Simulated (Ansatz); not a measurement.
Take the following structure.

```yaml
crystal:
  lattice:
    - [7.46634, 0.00000, 0.00000]
    - [0.00000, 7.42217, 0.00000]
    - [0.00000, 0.00000, 4.43621]
  atoms:
    - { symbol: Cu, position: [0.50000, 0.07956, 0.75000] }
    - { symbol: Cu, position: [0.50000, 0.92044, 0.25000] }
    - { symbol: I, position: [0.50000, 0.72996, 0.75000] }
    - { symbol: I, position: [0.50000, 0.27004, 0.25000] }
    - { symbol: Cu, position: [0.00000, 0.57956, 0.75000] }
    - { symbol: Cu, position: [0.00000, 0.42044, 0.25000] }
    - { symbol: I, position: [0.00000, 0.22996, 0.75000] }
    - { symbol: I, position: [0.00000, 0.77004, 0.25000] }
```

Question: What does this file describe?

Answer: The solid is CuI. It takes space group Cmcm (No. 63) on a base-centred orthorhombic lattice. The cell holds 8 atoms (4 Cu, 4 I), Z = 4. Each I atom has three Cu in a trigonal pyramidal arrangement at 2.59 to 2.63 Å around it. Not all metal-metal contacts are counted. The bonds build CuI chains along [001].

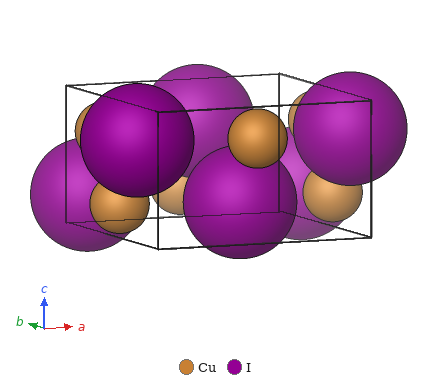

Drawn in the space-filling manner and seen slightly off an axis. The wireframe shows the conventional unit cell. Colours: copper orange, iodine pink.

The cell started as a structure listed in the Materials Project. The cell was then strained or its atoms displaced on purpose. A calculation with Ansatz used it as input.

At this level of theory the cell isn't at rest (stretched, at -4 GPa), so its distances can differ from those at equilibrium, the more so the softer the solid.
